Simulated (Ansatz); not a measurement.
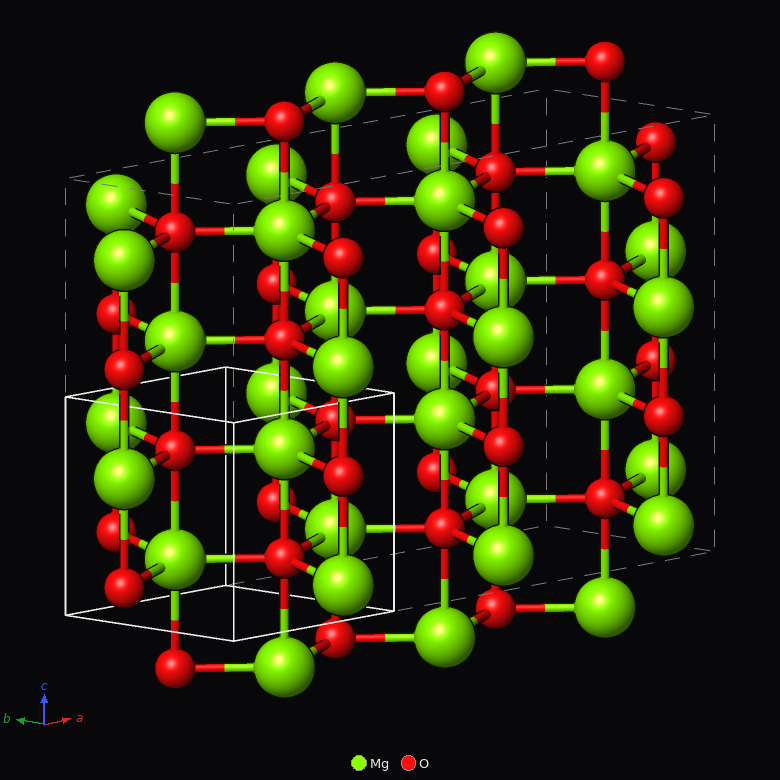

MgO (space group P6_3/mmc, No. 194). Coordinates: the input geometry of an electronic-structure calculation (not necessarily at equilibrium); the starting structure was generated, so it need not be a known form of this composition.

Bonds are taken as Mg–O below 2.4 Å; no other contact counts. Simplification: prune 0- and 1-connected atoms, fold 2-connected ones into links.

Q: What kind of net remains, and which atoms are its nodes?

A: A uninodal 5-connected, three-periodic net: Mg and O are 5-connected nodes.

Q: Name the underlying net.

A: It is the bnn net, known from eclipsed honeycomb layers linked along c.

Q: Is the net interpenetrated?

A: It is a single net, without interpenetration.

Q: Give the point symbol of each node (shortest cycle at each angle).

A: Mg and O: 4⁶·6⁴.
